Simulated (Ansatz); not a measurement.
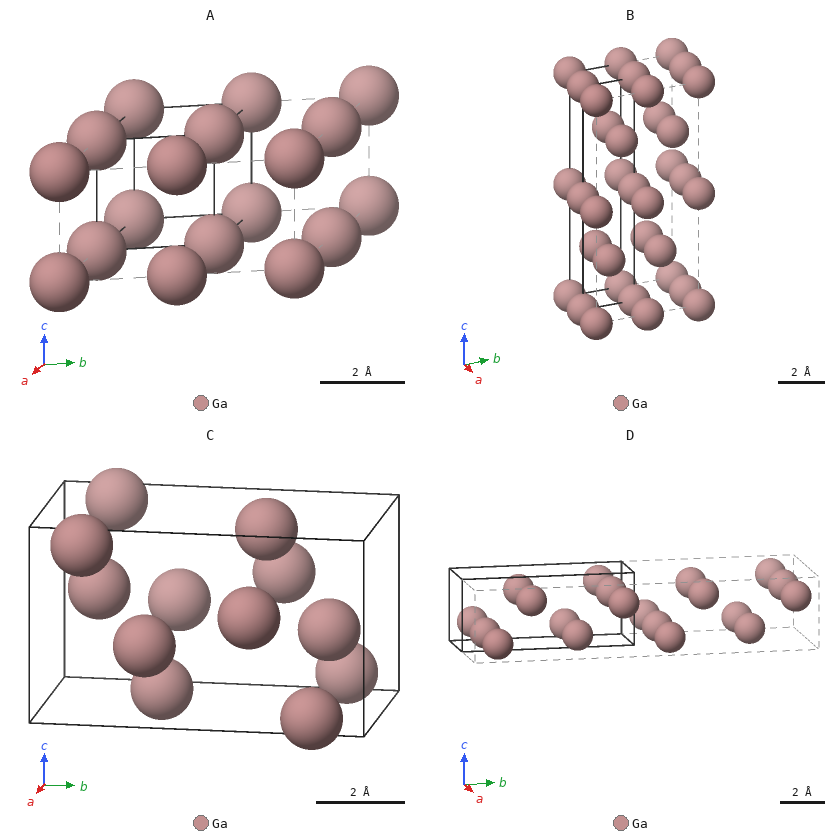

Four structures of Ga, each relaxed to rest (conventional cells in solid outline, small ones repeated, each panel with its own scale). Method: Ansatz, DFT PBE, scalar-relativistic, plane waves, PAW, without spin polarisation.

### What are the structures shown?

A: simple hexagonal, P6/mmm; B: double hexagonal close-packed (α-La type), P6_3/mmc; C: 8 atoms a cell on a base-centred orthorhombic lattice, Cmce; D: 4 atoms a cell on a base-centred orthorhombic lattice, Cmcm.

### Rank them by energy, lowest first.

C, then D (+15 meV/atom), B (+25 meV/atom) and A (+47 meV/atom), energies at zero smearing.

### Collect the results in a table.

| panel | structure | E − E(lowest) (meV/atom) | volume (Å³/atom) | gap (eV) |
| --- | --- | --- | --- | --- |
| C | Cmce | 0 | 20.3 | metal |
| D | Cmcm | 15 | 19.1 | metal |
| B | P6_3/mmc | 25 | 19.0 | metal |
| A | P6/mmm | 47 | 19.4 | metal |

### The same structures were relaxed again with PBEsol. Does the order change?

No, every level gives the same order.

| panel | PBE (meV/atom) | PBEsol (meV/atom) |
| --- | --- | --- |
| C | 0 | 0 |
| D | 15 | 10 |
| B | 25 | 23 |
| A | 47 | 44 |

Some of these may be structure types tried for this composition rather than known phases, and the most stable form need not be among them. Gaps are taken on the k-mesh or band path of each run.
